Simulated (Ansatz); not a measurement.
## Two runs on TaN

System: TaN (6 atoms in the cell).
Method of run A: DFT PBE+U, scalar-relativistic, plane waves, PAW, Ueff = 6 eV on Ta atom 1 d; Ueff = 6 eV on Ta atom 2 d; Ueff = 6 eV on Ta atom 3 d, spin-polarised (Ansatz 0.2.0).

The structure derives from an entry of the Crystallography Open Database. Text and figures count atoms from 1; the logs count them from 0 in places.

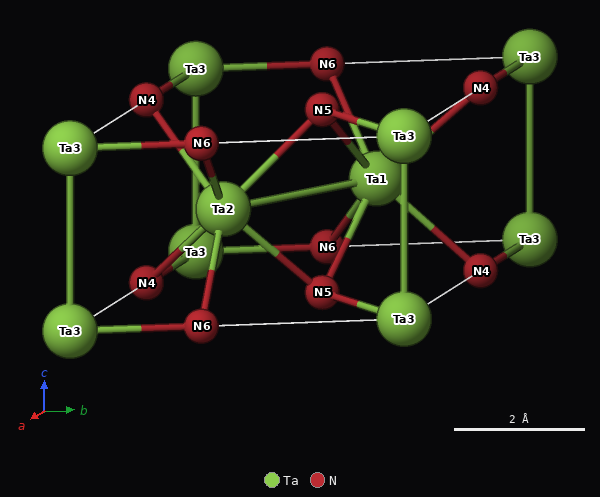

**Figure 1.** The structure (ball-and-stick view of the cell of the calculation, seen slightly off an axis; atoms are numbered from 1 in the order of the input).

### The input, run A
```yaml
crystal:
  lattice:
    - [5.19600015, 0.0, 0.0]
    - [-2.59800008, 4.49986813, 0.0]
    - [0.0, 0.0, 2.9109996]
  atoms:
    - { symbol: Ta, position: [0.3333333333, 0.6666666667, 0.5], spin: 2.0 }
    - { symbol: Ta, position: [0.6666666667, 0.3333333333, 0.5], spin: 2.0 }
    - { symbol: Ta, position: [0.0, 0.0, 0.0], spin: 2.0 }
    - { symbol: "N", position: [0.39285, 0.0, 0.0] }
    - { symbol: "N", position: [0.60715, 0.60715, 0.0] }
    - { symbol: "N", position: [0.0, 0.39285, 0.0] }
basis:
  ecutwfc: 420
  ecutrho_ratio: 4
kpoints:
  mp_grid: { grid: [4, 4, 6] }
hamiltonian:
  xc: pbe
  hubbard:
    sites:
      - { site: 0, l: d, u_eff: 6.0, starting_ns: [{ spin: up, occupation_matrix: s0up }, { spin: down, occupation_matrix: s0down }] }
      - { site: 1, l: d, u_eff: 6.0, starting_ns: [{ spin: up, occupation_matrix: s1up }, { spin: down, occupation_matrix: s1down }] }
      - { site: 2, l: d, u_eff: 6.0, starting_ns: [{ spin: up, occupation_matrix: s2up }, { spin: down, occupation_matrix: s2down }] }
    occupation_matrices:
      s0up:
        matrix:
          - [0.97, 0.0, 0.0, 0.0, 0.0]
          - [0.0, 0.02, 0.0, 0.0, 0.0]
          - [0.0, 0.0, 0.02, 0.0, 0.0]
          - [0.0, 0.0, 0.0, 0.02, 0.0]
          - [0.0, 0.0, 0.0, 0.0, 0.97]
      s0down:
        matrix:
          - [0.02, 0.0, 0.0, 0.0, 0.0]
          - [0.0, 0.02, 0.0, 0.0, 0.0]
          - [0.0, 0.0, 0.02, 0.0, 0.0]
          - [0.0, 0.0, 0.0, 0.02, 0.0]
          - [0.0, 0.0, 0.0, 0.0, 0.02]
      s1up:
        matrix:
          - [0.97, 0.0, 0.0, 0.0, 0.0]
          - [0.0, 0.02, 0.0, 0.0, 0.0]
          - [0.0, 0.0, 0.02, 0.0, 0.0]
          - [0.0, 0.0, 0.0, 0.02, 0.0]
          - [0.0, 0.0, 0.0, 0.0, 0.97]
      s1down:
        matrix:
          - [0.02, 0.0, 0.0, 0.0, 0.0]
          - [0.0, 0.02, 0.0, 0.0, 0.0]
          - [0.0, 0.0, 0.02, 0.0, 0.0]
          - [0.0, 0.0, 0.0, 0.02, 0.0]
          - [0.0, 0.0, 0.0, 0.0, 0.02]
      s2up:
        matrix:
          - [0.97, 0.0, 0.0, 0.0, 0.0]
          - [0.0, 0.02, 0.0, 0.0, 0.0]
          - [0.0, 0.0, 0.02, 0.0, 0.0]
          - [0.0, 0.0, 0.0, 0.02, 0.0]
          - [0.0, 0.0, 0.0, 0.0, 0.97]
      s2down:
        matrix:
          - [0.02, 0.0, 0.0, 0.0, 0.0]
          - [0.0, 0.02, 0.0, 0.0, 0.0]
          - [0.0, 0.0, 0.02, 0.0, 0.0]
          - [0.0, 0.0, 0.0, 0.02, 0.0]
          - [0.0, 0.0, 0.0, 0.0, 0.02]
    ns_hold: until_converged
scf:
  occupations: { method: gaussian, width: 0.05 }
  lower_state_search: "off"
  max_iter: 150
output:
  forces: true
  stress: true
  eigenvalues: true
  populations: true
  hubbard: { sites: [{ site: 0, l: d }, { site: 1, l: d }, { site: 2, l: d }] }
magnetization:
  spin_polarized: true
```

Command:
```bash
ansatz run input.yaml --threads 4 --pin off --max-ram 6144MiB --backend cpu --events-out ev --progress --plain --runs-dir out
```

Hardware: 4 threads of Arm Neoverse V2, 24 GiB of memory available, shared host.

### Output, shortened to warnings, some set-up lines, iterations and results (run A)
```
Warning: crystal.symmetry: narrowed to the stabiliser of the occupation matrices — unitary ops 12 → 4; lowered by the specified shells (site 0, l: d), (site 1, l: d), (site 2, l: d); largest admitted image defect 2.1e-9, smallest excluded 7.1e-1 — at a splitting's scale: the group the occupation matrices' own texture admits
WARN: hamiltonian.hubbard: on 4 of 6 specified blocks the occupation matrix of this SCF's result fails the test of the specified filling. At site 0 ↑ (sites count from 0 in the list of atoms of the cell that this SCF solves) the least filled combination of the orbitals specified full has occupation 0.374, and the fullest combination of the orbitals specified empty has occupation 0.374; the …
Basis set: ecut = 420 eV, 1287 PW (Γ), exchange–correlation on 72×72×40 points (8 copies of the dense FFT grid, shifted against one another)
Symmetry: 4 space group operations
k-points: 28 of 96 (time reversal used)
Initial density: superposition of atomic densities (chi_scale 0.1, normalization cell, long waves kept (reshape's long-wave potential 0.01 eV rms))
[...]
SCF iter   1: F=—  HF=-30928.040234 eV  |F-HF|=—  |Δ(HF+E_count)|=         —  Δρ=8.55e-2 (↑8.55e-2 ↓8.08e-2)  dr2=9.32e0  dr2_m=2.27e0  M=3.363 μB ∫|m|=3.682 μB  β_m=0.30  …
SCF iter   2: F=—  HF=-30926.669688 eV  |F-HF|=—  |Δ(HF+E_count)|=    1.37e0  Δρ=5.36e-2 (↑5.36e-2 ↓5.24e-2)  dr2=2.02e0  dr2_m=1.21e0  M=2.997 μB ∫|m|=3.491 μB  β_m=0.30  …
SCF iter   3: F=—  HF=-30926.593633 eV  |F-HF|=—  |Δ(HF+E_count)|=   7.61e-2  Δρ=3.62e-2 (↑3.62e-2 ↓3.61e-2)  dr2=3.09e-1  dr2_m=6.59e-1  M=2.691 μB ∫|m|=3.363 μB  β_m=0.30  …
SCF iter   4: F=—  HF=-30926.733164 eV  |F-HF|=—  |Δ(HF+E_count)|=   1.40e-1  Δρ=2.34e-2 (↑2.31e-2 ↓2.34e-2)  dr2=3.07e-2  dr2_m=3.31e-1  M=2.689 μB ∫|m|=3.362 μB  β_m=0.30  …
SCF iter   5: F=—  HF=-30926.806038 eV  |F-HF|=—  |Δ(HF+E_count)|=   7.29e-2  Δρ=1.67e-2 (↑1.66e-2 ↓1.67e-2)  dr2=5.61e-3  dr2_m=1.72e-1  M=2.638 μB ∫|m|=3.345 μB  β_m=0.30  …
[... 29 lines ...]
SCF iter  35: F=-30935.127306 eV  HF=-30935.127306 eV  |F-HF|=1.39e-9  |Δ(HF+E_count)|=   3.03e-8  Δρ=1.13e-6 (↑1.13e-6 ↓1.12e-6)  dr2=1.83e-9  dr2_m=3.99e-10  M=-0.064 μB …
SCF iter  36: F=-30935.127306 eV  HF=-30935.127306 eV  |F-HF|=4.58e-10  |Δ(HF+E_count)|=   6.21e-9  Δρ=9.50e-7 (↑8.43e-7 ↓9.50e-7)  dr2=1.13e-9  dr2_m=2.31e-10  M=-0.064 μB …
SCF iter  37: F=-30935.127306 eV  HF=-30935.127306 eV  |F-HF|=3.71e-10  |Δ(HF+E_count)|=   4.87e-9  Δρ=5.29e-7 (↑5.29e-7 ↓4.66e-7)  dr2=3.61e-10  dr2_m=1.05e-10  M=-0.064 μB …
SCF iter  38: F=-30935.127306 eV  HF=-30935.127306 eV  |F-HF|=5.46e-11  |Δ(HF+E_count)|=   2.61e-9  Δρ=3.80e-7 (↑2.67e-7 ↓3.80e-7)  dr2=1.69e-10  dr2_m=3.45e-11  M=-0.064 μB …
SCF 1 converged in 38 iterations: F = -30935.127306 eV  dr2 = 1.69e-10
SCF converged after 38 iterations
Magnetization: -0.0641 μB (26.9680 up, 27.0320 down)
Absolute magnetization: 0.0727 μB (∫|ρ↑−ρ↓|, with the PAW one-centre terms)
Spin contamination: 0.0007 ħ² per cell (⟨S²⟩ above its minimum at these occupations)
Per-site moments (μB) at R_I (Å): [(-0.00335012192565929, 0.892213750721576), (-0.0033501219256593115, 0.892213750721576), (-0.01902538707333038, 0.8420150719977306), (0.0007602464939695259, 0.8420150719977306), (0.0007609573972286673, 0.8420150719977306), (0.000760957397228712, 0.8420150719977306)]
Free energy (F): -30935.127306 eV
Harris-Foulkes:  -30935.127306 eV  (|F-HF|=5.46e-11)
Internal energy: -30935.124941 eV  (E = F + TS)
E sigma→0 (E₀):  -30935.126123 eV
Entropy (-TS):   -0.002365 eV (-0.394 meV/atom)
Fermi energy:    20.303809 eV
--- Per-component energies (eV) ---
  E_band       = -210.703759
  E_kinetic    = 1499.784726
  E_local      = -2029.220016  (includes V_loc(G=0)·N_el)
  E_nonlocal   = 179.482319
  E_hartree    = 688.055022
  E_xc         = -839.856948
  E_vxc        = -847.047526  (∫ρ·V_xc dr)
  E_hubbard    = 20.288665  (on-site DFT+U / exact-exchange correction)
  E_vhub       = 8.077089  (the Hubbard potential's part of the band-sum identity)
  E_paw        = -25572.753849  (= ΣΔE_a)
  E_vpaw       = -397.891248  (= ΣTr[D̂ρ^β])
  E_aug_tail   = 0.000856  (compensation charges beyond the density's cutoff)
  E_ewald      = -4880.905716
  E_smearing   = -0.002365  (= −TS)
  E_closure    = -0.000000  (closes the sum)
  Σ components = -30935.127306   (vs F -30935.127306, Δ=0.00e0)
--- Specified on-site occupations, and those of the state reported ---
  electrons in the specified blocks: 6.3000 specified, 10.8334 found
  site 2 (l=d) ↑: largest change of an orbital's occupation 0.6473; electrons 2.0000 specified, 1.8109 found; spectral distance 0.9472
  site 1 (l=d) ↑: largest change of an orbital's occupation 0.5958; electrons 2.0000 specified, 1.7870 found; spectral distance 0.9315
  site 0 (l=d) ↑: largest change of an orbital's occupation 0.5958; electrons 2.0000 specified, 1.7870 found; spectral distance 0.9315
  site 2 (l=d) ↓: largest change of an orbital's occupation 0.5048; electrons 0.1000 specified, 1.8630 found; spectral distance 0.8069
  site 0 (l=d) ↓: largest change of an orbital's occupation 0.4527; electrons 0.1000 specified, 1.7928 found; spectral distance 0.7729
  site 1 (l=d) ↓: largest change of an orbital's occupation 0.4527; electrons 0.1000 specified, 1.7928 found; spectral distance 0.7729
--- Forces (eV/Å), atoms counted from 1 ---
  atom   1  Ta    -0.00000548     0.00001176     0.00000000
  atom   2  Ta    -0.00000548    -0.00001176    -0.00000000
[...]
```

For run B the input was changed thus:
```diff
-          - [0.0, 0.0, 0.02, 0.0, 0.0]
+          - [0.0, 0.0, 0.97, 0.0, 0.0]
-          - [0.0, 0.0, 0.0, 0.0, 0.97]
+          - [0.0, 0.0, 0.0, 0.0, 0.02]
-    ns_hold: until_converged
+    ns_hold: { iters: 10 }
+  write_density: true
+  write_potential: true
+  elf: true
+  volumetric_format: npy
```

What does this change do to the results?

Both reach the same energy, so the change doesn't alter the result. The net moment of the cell goes from −0.06 to 0.06 μB.

### Output, shortened to warnings, some set-up lines, iterations and results (run B)
```
Warning: crystal.symmetry: narrowed to the stabiliser of the occupation matrices — unitary ops 12 → 4; lowered by the specified shells (site 0, l: d), (site 1, l: d), (site 2, l: d); largest admitted image defect 2.1e-9, smallest excluded 7.1e-1 — at a splitting's scale: the group the occupation matrices' own texture admits
WARN: hamiltonian.hubbard: on 4 of 6 specified blocks the occupation matrix of this SCF's result fails the test of the specified filling. At site 0 ↑ (sites count from 0 in the list of atoms of the cell that this SCF solves) the least filled combination of the orbitals specified full has occupation 0.375, and the fullest combination of the orbitals specified empty has occupation 0.375; the …
Basis set: ecut = 420 eV, 1287 PW (Γ), exchange–correlation on 72×72×40 points (8 copies of the dense FFT grid, shifted against one another)
Symmetry: 4 space group operations
k-points: 28 of 96 (time reversal used)
Initial density: superposition of atomic densities (chi_scale 0.1, normalization cell, long waves kept (reshape's long-wave potential 0.01 eV rms))
[...]
SCF iter   1: F=—  HF=-30928.986473 eV  |F-HF|=—  |Δ(HF+E_count)|=         —  Δρ=8.70e-2 (↑8.70e-2 ↓7.99e-2)  dr2=1.01e1  dr2_m=2.15e0  M=3.828 μB ∫|m|=4.020 μB  β_m=0.30  …
SCF iter   2: F=—  HF=-30927.624115 eV  |F-HF|=—  |Δ(HF+E_count)|=    1.36e0  Δρ=5.57e-2 (↑5.57e-2 ↓5.24e-2)  dr2=3.13e0  dr2_m=1.10e0  M=3.694 μB ∫|m|=3.971 μB  β_m=0.30  …
SCF iter   3: F=—  HF=-30927.217416 eV  |F-HF|=—  |Δ(HF+E_count)|=   4.07e-1  Δρ=3.46e-2 (↑3.46e-2 ↓3.40e-2)  dr2=3.68e-1  dr2_m=5.74e-1  M=3.437 μB ∫|m|=3.860 μB  β_m=0.30  …
SCF iter   4: F=—  HF=-30927.306174 eV  |F-HF|=—  |Δ(HF+E_count)|=   8.88e-2  Δρ=2.18e-2 (↑2.16e-2 ↓2.18e-2)  dr2=4.20e-2  dr2_m=2.86e-1  M=3.499 μB ∫|m|=3.896 μB  β_m=0.30  …
SCF iter   5: F=—  HF=-30927.369462 eV  |F-HF|=—  |Δ(HF+E_count)|=   6.33e-2  Δρ=1.56e-2 (↑1.54e-2 ↓1.56e-2)  dr2=9.99e-3  dr2_m=1.48e-1  M=3.461 μB ∫|m|=3.881 μB  β_m=0.30  …
[... 27 lines ...]
SCF iter  33: F=-30935.127306 eV  HF=-30935.127306 eV  |F-HF|=5.64e-10  |Δ(HF+E_count)|=   5.65e-8  Δρ=3.34e-6 (↑3.34e-6 ↓2.46e-6)  dr2=1.42e-8  dr2_m=1.81e-9  M=0.064 μB …
SCF iter  34: F=-30935.127306 eV  HF=-30935.127306 eV  |F-HF|=1.20e-9  |Δ(HF+E_count)|=   3.46e-8  Δρ=1.31e-6 (↑1.31e-6 ↓1.22e-6)  dr2=2.78e-9  dr2_m=6.47e-10  M=0.064 μB …
SCF iter  35: F=-30935.127306 eV  HF=-30935.127306 eV  |F-HF|=7.31e-10  |Δ(HF+E_count)|=   7.92e-9  Δρ=5.63e-7 (↑5.60e-7 ↓5.63e-7)  dr2=1.53e-10  dr2_m=1.62e-10  M=0.064 μB …
SCF iter  36: F=-30935.127306 eV  HF=-30935.127306 eV  |F-HF|=1.75e-10  |Δ(HF+E_count)|=   2.54e-9  Δρ=2.98e-7 (↑2.82e-7 ↓2.98e-7)  dr2=3.82e-10  dr2_m=2.31e-11  M=0.064 μB …
SCF 1 converged in 36 iterations: F = -30935.127306 eV  dr2 = 3.82e-10
SCF converged after 36 iterations
Magnetization: 0.0641 μB (27.0321 up, 26.9679 down)
Absolute magnetization: 0.0728 μB (∫|ρ↑−ρ↓|, with the PAW one-centre terms)
Spin contamination: 0.0007 ħ² per cell (⟨S²⟩ above its minimum at these occupations)
Per-site moments (μB) at R_I (Å): [(0.0033412715509490926, 0.892213750721576), (0.003341271550949078, 0.892213750721576), (0.019059047612465036, 0.8420150719977306), (-0.0007600857222963242, 0.8420150719977306), (-0.0007610392993386985, 0.8420150719977306), (-0.0007610392993387582, …
Free energy (F): -30935.127306 eV
Harris-Foulkes:  -30935.127306 eV  (|F-HF|=1.75e-10)
Internal energy: -30935.124943 eV  (E = F + TS)
E sigma→0 (E₀):  -30935.126124 eV
Entropy (-TS):   -0.002363 eV (-0.394 meV/atom)
Fermi energy:    20.303791 eV
--- Per-component energies (eV) ---
  E_band       = -210.703773
  E_kinetic    = 1499.784739
  E_local      = -2029.220110  (includes V_loc(G=0)·N_el)
  E_nonlocal   = 179.482297
  E_hartree    = 688.055130
  E_xc         = -839.856952
  E_vxc        = -847.047532  (∫ρ·V_xc dr)
  E_hubbard    = 20.288662  (on-site DFT+U / exact-exchange correction)
  E_vhub       = 8.077087  (the Hubbard potential's part of the band-sum identity)
  E_paw        = -25572.753848  (= ΣΔE_a)
  E_vpaw       = -397.891252  (= ΣTr[D̂ρ^β])
  E_aug_tail   = 0.000856  (compensation charges beyond the density's cutoff)
  E_ewald      = -4880.905716
  E_smearing   = -0.002363  (= −TS)
  E_closure    = -0.000000  (closes the sum)
  Σ components = -30935.127306   (vs F -30935.127306, Δ=0.00e0)
--- Specified on-site occupations, and those of the state reported ---
  electrons in the specified blocks: 6.3000 specified, 10.8334 found
  site 2 (l=d) ↑: largest change of an orbital's occupation 0.6253; electrons 2.0000 specified, 1.8630 found; spectral distance 0.9381
  site 1 (l=d) ↑: largest change of an orbital's occupation 0.5952; electrons 2.0000 specified, 1.7928 found; spectral distance 0.9318
  site 0 (l=d) ↑: largest change of an orbital's occupation 0.5952; electrons 2.0000 specified, 1.7928 found; spectral distance 0.9318
  site 2 (l=d) ↓: largest change of an orbital's occupation 0.4986; electrons 0.1000 specified, 1.8109 found; spectral distance 0.7849
  site 0 (l=d) ↓: largest change of an orbital's occupation 0.4516; electrons 0.1000 specified, 1.7870 found; spectral distance 0.7705
  site 1 (l=d) ↓: largest change of an orbital's occupation 0.4516; electrons 0.1000 specified, 1.7870 found; spectral distance 0.7705
--- Forces (eV/Å), atoms counted from 1 ---
  atom   1  Ta    -0.00000193     0.00000346     0.00000000
  atom   2  Ta    -0.00000193    -0.00000346    -0.00000000
[...]
```

### The two runs side by side

| quantity | run A | run B |
| --- | --- | --- |
| outcome | converged | converged |
| free energy per atom (eV) | −5155.8546 | −5155.8546 |
| gap on the mesh (eV) | 0.00 | 0.00 |
| net moment of the cell (μB) | −0.06 | 0.06 |
| absolute moment of the cell (μB) | 0.07 | 0.07 |
| pressure (GPa) | 11.05 | 11.05 |
| largest force (eV/Å) | 0.028 | 0.028 |
| irreducible k-points | 28 | 28 |
| plane waves at Γ | 1287 | 1287 |
| wall time (shared host) | 17 s | 17 s |

For both runs: Warnings: the typed occupations were not kept; the occupation matrices lower the symmetry. Spin–orbit coupling is left out, which matters for Ta. The cell is under a pressure of 11.1 GPa at this level, so it is not at its equilibrium volume.
